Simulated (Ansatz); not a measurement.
**Density-of-states calculation of GdN (part 2 of 2)**

The same run, continued: GdN (2 atoms in the cell); DFT PBE+U by linear response, scalar-relativistic, plane waves, PAW, spin-polarised (Ansatz 0.2.0); cutoff 420 eV, 8×8×8 k-mesh, Gaussian smearing of 0.05 eV, collinear spins. It belongs to a series of runs on one base structure; here: U by linear-response.

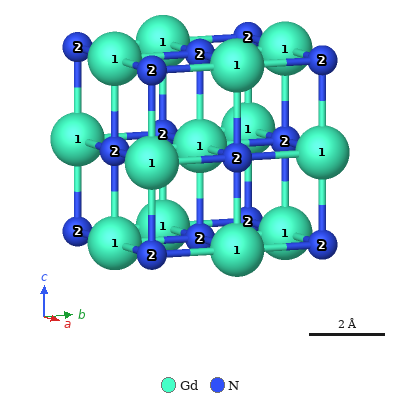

**Figure 1.** The structure (ball-and-stick view of the cell 4 times as large as that of the calculation, set on its symmetry axes, seen slightly off an axis; atoms are numbered from 1 in the order of the input).

## Log, continued
```
SCF iter   1: F=—  HF=-9715.934657 eV  |F-HF|=—  |Δ(HF+E_count)|=         —  Δρ=3.01e-1 (↑2.49e-1 ↓3.01e-1)  dr2=1.21e0  dr2_m=2.15e1  M=7.000 μB ∫|m|=7.435 μB  β_m=1.00  ethr=3.10e-3  ⟨swp⟩=5.7  Hψ=4643  notcnv=0
preconditioner: auto → none  [insulator: Δε(μ)=0.142 eV  Ē_g=14.007 eV  σ=0.050 eV  W_gap=0.95  n_scr=14 (ndim 8)  ℏωp=30.4 eV  f_vac=0.000  D(μ)=0.05/eV (n_scr^D=0)  ε∞_Penn≈5.7]
SCF iter   2: F=—  HF=-9712.156992 eV  |F-HF|=—  |Δ(HF+E_count)|=    3.78e0  Δρ=3.83e-2 (↑2.23e-2 ↓3.83e-2)  dr2=2.70e-1  dr2_m=1.33e-1  M=7.000 μB ∫|m|=7.377 μB  β_m=1.00  ethr=3.10e-3  ⟨swp⟩=2.5  Hψ=2633  notcnv=0  defer=87
SCF iter   3: F=—  HF=-9715.359275 eV  |F-HF|=—  |Δ(HF+E_count)|=    3.20e0  Δρ=1.37e-2 (↑1.37e-2 ↓1.15e-2)  dr2=8.78e-2  dr2_m=2.32e-3  M=7.000 μB ∫|m|=7.307 μB  β_m=1.00  ethr=1.17e-3  ⟨swp⟩=3.1  Hψ=2213  notcnv=0  defer=87
SCF iter   4: F=—  HF=-9717.380999 eV  |F-HF|=—  |Δ(HF+E_count)|=    2.02e0  Δρ=4.65e-3 (↑4.65e-3 ↓3.14e-3)  dr2=7.31e-3  dr2_m=1.68e-3  M=7.000 μB ∫|m|=7.290 μB  β_m=0.30  ethr=3.82e-4  ⟨swp⟩=2.7  Hψ=2252  notcnv=0  defer=87
SCF iter   5: F=—  HF=-9718.297859 eV  |F-HF|=—  |Δ(HF+E_count)|=   9.17e-1  Δρ=2.83e-3 (↑2.08e-3 ↓2.83e-3)  dr2=1.44e-4  dr2_m=1.67e-3  M=7.000 μB ∫|m|=7.289 μB  β_m=1.00  ethr=3.18e-5  ⟨swp⟩=2.5  Hψ=2238  notcnv=0  defer=86
SCF iter   6: F=—  HF=-9718.731193 eV  |F-HF|=—  |Δ(HF+E_count)|=   4.33e-1  Δρ=1.15e-3 (↑1.12e-3 ↓1.15e-3)  dr2=1.90e-5  dr2_m=3.59e-4  M=7.000 μB ∫|m|=7.289 μB  β_m=0.30  ethr=6.28e-7  ⟨swp⟩=3.1  Hψ=2611  notcnv=0  defer=80
SCF iter   7: F=—  HF=-9718.930742 eV  |F-HF|=—  |Δ(HF+E_count)|=   2.00e-1  Δρ=1.39e-3 (↑1.39e-3 ↓1.34e-3)  dr2=1.32e-6  dr2_m=5.34e-4  M=7.000 μB ∫|m|=7.288 μB  β_m=0.30  ethr=8.27e-8  ⟨swp⟩=3.1  Hψ=2761  notcnv=0  defer=73
SCF iter   8: F=—  HF=-9719.029460 eV  |F-HF|=—  |Δ(HF+E_count)|=   9.87e-2  Δρ=1.41e-3 (↑1.24e-3 ↓1.41e-3)  dr2=9.12e-6  dr2_m=5.03e-4  M=7.000 μB ∫|m|=7.288 μB  β_m=0.30  ethr=5.75e-9  ⟨swp⟩=3.6  Hψ=2856  notcnv=0  defer=73
Mixer restart at iter 8: flushing history
spin-set hold released at iteration 8 (settled: charge residual and site-moment steps within their bounds): the magnetisation degrees of freedom join the quasi-Newton model from the next iteration; the mixer history was flushed
SCF iter   9: F=—  HF=-9719.078434 eV  |F-HF|=—  |Δ(HF+E_count)|=   4.90e-2  Δρ=1.29e-3 (↑1.18e-3 ↓1.29e-3)  dr2=4.37e-6  dr2_m=4.36e-4  M=7.000 μB ∫|m|=7.287 μB  β_m=0.65  ethr=5.75e-9  ⟨swp⟩=3.1  Hψ=2634  notcnv=0  defer=73
SCF iter  10: F=—  HF=-9719.127608 eV  |F-HF|=—  |Δ(HF+E_count)|=   4.92e-2  Δρ=6.62e-4 (↑6.62e-4 ↓3.55e-4)  dr2=4.38e-5  dr2_m=6.80e-5  M=7.000 μB ∫|m|=7.287 μB  β_m=0.77  ethr=5.75e-9  ⟨swp⟩=4.2  Hψ=3409  notcnv=0  defer=67
SCF iter  11: F=—  HF=-9719.127646 eV  |F-HF|=—  |Δ(HF+E_count)|=   3.78e-5  Δρ=3.01e-4 (↑3.01e-4 ↓3.01e-4)  dr2=1.14e-4  dr2_m=2.76e-6  M=7.000 μB ∫|m|=7.287 μB  β_m=0.69  ethr=5.75e-9  ⟨swp⟩=4.2  Hψ=2350  notcnv=0  defer=67
SCF iter  12: F=—  HF=-9719.127640 eV  |F-HF|=—  |Δ(HF+E_count)|=   5.61e-6  Δρ=2.85e-4 (↑2.85e-4 ↓2.23e-4)  dr2=9.19e-5  dr2_m=2.11e-6  M=7.000 μB ∫|m|=7.288 μB  β_m=0.55  ethr=5.75e-9  ⟨swp⟩=3.8  Hψ=2143  notcnv=0  defer=67
SCF iter  13: F=—  HF=-9719.127627 eV  |F-HF|=—  |Δ(HF+E_count)|=   1.38e-5  Δρ=1.35e-4 (↑1.35e-4 ↓5.96e-5)  dr2=9.09e-6  dr2_m=1.01e-6  M=7.000 μB ∫|m|=7.288 μB  β_m=0.50  ethr=5.75e-9  ⟨swp⟩=3.0  Hψ=1847  notcnv=0  defer=67
SCF iter  14: F=—  HF=-9719.127624 eV  |F-HF|=—  |Δ(HF+E_count)|=   2.26e-6  Δρ=4.75e-5 (↑4.75e-5 ↓1.54e-5)  dr2=9.32e-7  dr2_m=1.41e-7  M=7.000 μB ∫|m|=7.288 μB  β_m=0.75  ethr=5.75e-9  ⟨swp⟩=2.1  Hψ=1599  notcnv=0  defer=67
SCF iter  15: F=-9719.127624 eV  HF=-9719.127624 eV  |F-HF|=2.04e-8  |Δ(HF+E_count)|=   1.95e-7  Δρ=9.22e-6 (↑9.22e-6 ↓1.18e-6)  dr2=2.59e-8  dr2_m=6.63e-9  M=7.000 μB ∫|m|=7.288 μB  ethr=4.35e-10  ⟨swp⟩=10.1  Hψ=7317  notcnv=0
SCF 2 converged in 15 iterations: F = -9719.127624 eV  dr2 = 2.59e-8
the search or the solves at the SCF's close seem to have found levels that the self-consistency loop had missed (the run counts 1). By its estimate they hold under 1e-12 electrons; where the run keeps them, the occupations were computed again with them
SCF converged after 15 iterations
Magnetization: 7.0000 μB (15.0000 up, 8.0000 down)
Absolute magnetization: 7.2881 μB (∫|ρ↑−ρ↓|, with the PAW one-centre terms)
Spin contamination: 0.0308 ħ² per cell (⟨S²⟩ above its minimum at these occupations)
Per-site moments (μB) at R_I (Å): [(6.934633141942638, 1.0310431585162503), (-0.14251144278746564, 1.0310431585162503)]
Free energy (F): -9719.127624 eV
Harris-Foulkes:  -9719.127624 eV  (|F-HF|=2.04e-8)
Internal energy: -9719.127177 eV  (E = F + TS)
E sigma→0 (E₀):  -9719.127401 eV
Entropy (-TS):   -0.000447 eV (-0.224 meV/atom)
Fermi energy:    14.231909 eV
--- Per-component energies (eV) ---
  E_band       = 44.587848
  E_kinetic    = 536.141667
  E_local      = -1906.994979  (includes V_loc(G=0)·N_el)
  E_nonlocal   = 329.325508
  E_hartree    = 779.332195
  E_xc         = -296.280513
  E_vxc        = -333.065209  (∫ρ·V_xc dr)
  E_hubbard    = 0.135575  (on-site DFT+U / exact-exchange correction)
  E_vhub       = -20.267378  (the Hubbard potential's part of the band-sum identity)
  E_paw        = -6573.704455  (= ΣΔE_a)
  E_vpaw       = -119.219595  (= ΣTr[D̂ρ^β])
  E_aug_tail   = 0.000092  (compensation charges beyond the density's cutoff)
  E_ewald      = -2587.082266
  E_smearing   = -0.000447  (= −TS)
  E_closure    = -0.000000  (closes the sum)
  Σ components = -9719.127624   (vs F -9719.127624, Δ=0.00e0)
--- Forces (eV/Å), atoms counted from 1 ---
  atom   1  Gd     0.00000000    -0.00000000     0.00000000
  atom   2  N     -0.00000000    -0.00000000     0.00000000
  max |Σ_I F_I| component: 7.01e-29 eV/Å
--- Stress (GPa, compression-positive) ---
        0.265816      -0.000000      -0.000000
        0.000000       0.265816      -0.000000
       -0.000000       0.000000       0.265816
  P = ⅓ Tr σ = 0.2658 GPa (2.658 kbar)
--- Band table (eV; the first three rows and the last of 58) ---
  k-point 0 ↑: bands = ["-29.5120", "-6.5291", "-6.5291", "-6.5291", "1.4389", "7.8512", "7.8512", "7.8512", "7.8635", "8.0883", "8.0883", "8.0883", "14.5625", "14.5625", "14.5625", "16.8296", "16.8296", "16.8296", "17.5863"]
  k-point 1 ↑: bands = ["-29.4993", "-6.7126", "-6.5424", "-6.5424", "1.6931", "7.8539", "7.8752", "7.8752", "7.8815", "8.0679", "8.0679", "8.0891", "13.5165", "13.9418", "13.9418", "17.0339", "17.2391", "17.2391", "18.5505"]
  k-point 2 ↑: bands = ["-29.4684", "-7.1197", "-6.5744", "-6.5744", "2.2772", "7.8860", "7.9322", "7.9369", "7.9369", "8.0246", "8.0246", "8.0911", "11.9047", "12.9162", "12.9162", "17.5604", "18.2475", "18.2475", "20.1741"]
  k-point 28 ↓: bands = ["-26.2998", "-4.9739", "-4.9739", "-4.7868", "2.2767", "12.0325", "13.0639", "13.0639", "17.8236", "17.8236", "19.0480", "19.0480", "19.1500", "19.1740", "19.2028", "19.7839", "19.7839", "22.0380", "23.1591"]
Occupation matrices written to [file]
--- Löwdin populations: 2 sites ---
  site symbol       q [e]    m [muB]
     0     Gd     17.2788     7.1599
     1      N      5.6840    -0.1616
  spilling = 0.001620 (of n_electrons = 23.000000)
--- Occupation matrices: 1 shell (run DFT+U table (all-electron-ortho-atomic); ε = 1.68e-4) ---
  Gd0 f_4F: site group Oh (m-3m)
  Gd0 f_4F up     Tr n = 6.9915  λ = 0.998 0.998 0.998 0.999 0.999 0.999 0.999  [3× z3 0.33 (T1u 1.00) T1u(1.00) | 4× z(x2-y2) 0.25 (T2u 0.75) T2u(0.75)]
  Gd0 f_4F dn     Tr n = 0.0382  λ = 0.000 0.003 0.003 0.003 0.009 0.009 0.009  [xyz 1.00 (A2u 1.00) A2u(1.00) | 3× z(x2-y2) 0.33 (T2u 1.00) T2u(1.00) | 3× z3 0.33 (T1u 1.00) T1u(1.00)]
  Tr n, λ and their labels are of the run-group-symmetrised matrices; stabiliser: 48 of 96 elements of G0×{1,Θ} (closed), max defect 4.0e-15 at τ = 3.6e-5
```

## File populations.tsv
```
# site	symbol	l	j	q_up	q_dn
# orbitals = lowdin
# n_electrons = 23.000000
# spilling = 0.001620
# projection_atom_Gd: [Kr 4d10] 4f7 5s2 5p6 5d1 6s2
# projection_atom_N: [He] 2s2 2p3
0	Gd	0_5S	-	0.973994	0.975840
0	Gd	0_6S	-	0.196641	0.182478
0	Gd	1_5P	-	2.985841	2.979421
0	Gd	2_5D	-	1.068414	0.873196
0	Gd	3_4F	-	6.994441	0.048518
1	N	0_2S	-	0.761319	0.770690
1	N	1_2P	-	1.999844	2.152113
```

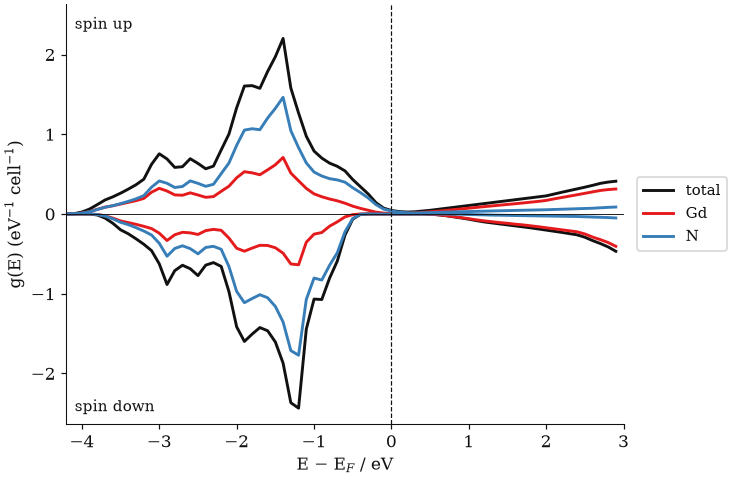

**Figure 2.** Density of states (projected on Löwdin-orthogonalised atomic shells), with energies from the Fermi level.

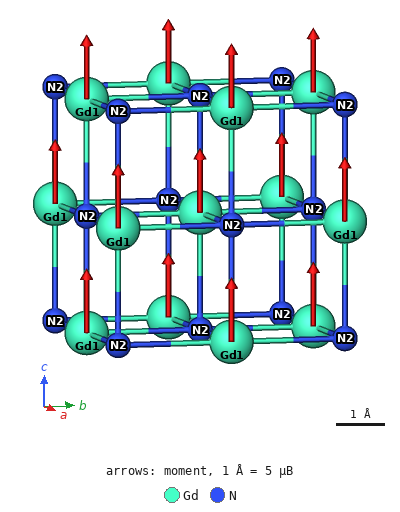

**Figure 3.** Magnetic moments of the sites as red arrows (ball-and-stick view of the cell 4 times as large as that of the calculation, set on its symmetry axes, seen slightly off an axis; atoms are numbered from 1 in the order of the input); small moments hardly show. The run is collinear, so the axis drawn is arbitrary. Site moments: Gd1 (6.93 μB); N2 (−0.14 μB). They are counted near the atoms and needn't add up to the moment of the cell.

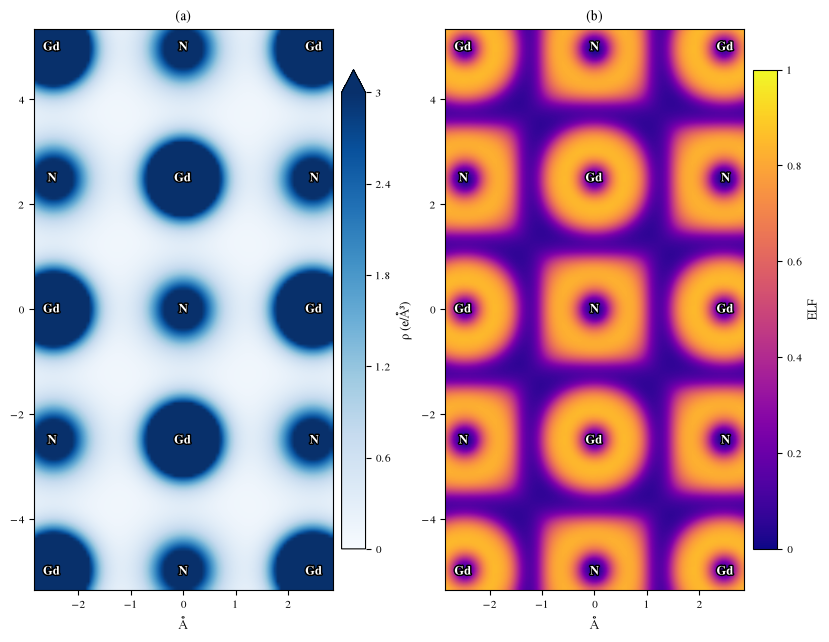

**Figure 4.** (a) valence electron density; (b) electron localisation function on the (010) plane of the conventional cell. The section cuts through Gd and N sites. Gd–N (2.50 Å): ρ at the midpoint is about 0.35 e/Å³; the ELF peaks at about 0.80 in the valence shell of N, 0.7 Å from its nucleus, and drops to about 0.15 between the two atoms (a polar contact without a shared pair, in a metal). Away from the nuclei the density in this plane falls to 0.1 e/Å³ at its lowest. The strong features right at Gd lie inside the PAW spheres (semicore, d or f shells) and say nothing about bonding. The fields are those of the smooth PAW valence density.

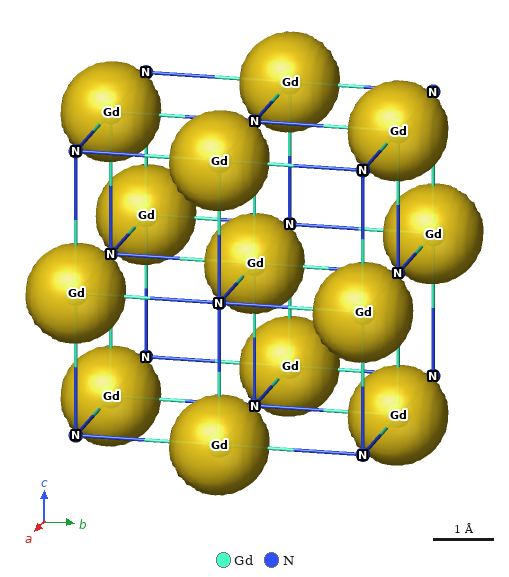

**Figure 5.** Isosurface of the spin density at +0.3 e/Å³ (yellow), seen slightly off an axis. Sticks mark near contacts. The outline is the cell set on symmetry axes. The cell of the calculation (2 atoms) carries 7.0 μB net.

The run was set up as follows.

## Input file
```yaml
crystal:
  lattice:
    - [0.0, 2.4994985661, 2.4994985661]
    - [2.4994985661, 0.0, 2.4994985661]
    - [2.4994985661, 2.4994985661, 0.0]
  atoms:
    - { symbol: Gd, position: [0.5, 0.5, 0.5], spin: 7.0 }
    - { symbol: "N", position: [0.0, 0.0, 0.0] }
basis:
  ecutwfc: 420
  ecutrho_ratio: 4
kpoints:
  mp_grid: { grid: [8, 8, 8] }
hamiltonian:
  xc: pbe
  hubbard:
    sites: [{ species: Gd, l: f, u_eff: linear-response }]
    lr: { qmesh: [2, 2, 2] }
scf:
  occupations: { method: gaussian, width: 0.05 }
output:
  forces: true
  stress: true
  eigenvalues: true
  populations: true
  hubbard: { sites: [{ species: Gd, l: f }] }
  dos: { projected: true, de: 0.02 }
  write_density: true
  write_potential: true
  elf: true
  volumetric_format: npy
magnetization:
  spin_polarized: true
```

Launch command:
```bash
ansatz run input.yaml --threads 4 --pin off --max-ram 6144MiB --backend cpu --events-out ev --progress --plain --runs-dir out
```

## Results in brief

```csv
quantity,value
outcome,converged
space group (tolerance 0.01 Å),Fm-3m (225)
electrons treated,23
free energy,−9719.1276 eV
Fermi energy,14.232 eV
gap on the k-point mesh,none (metallic)
net moment of the cell,7.00 μB
integrated absolute moment,7.29 μB
pressure,0.27 GPa
largest force (length of the vector),under 0.001 eV/Å
hardware,"4 threads of Arm Neoverse V1, 24 GiB of memory available, shared host"
wall time,11 s (CPU time 40 s)
peak memory,0.47 GiB
```

## Remarks

Warnings of the run: the SCF threshold is looser than advised for the printed stress. DFT+U on an f shell has many self-consistent states, and spin–orbit coupling is left out here.
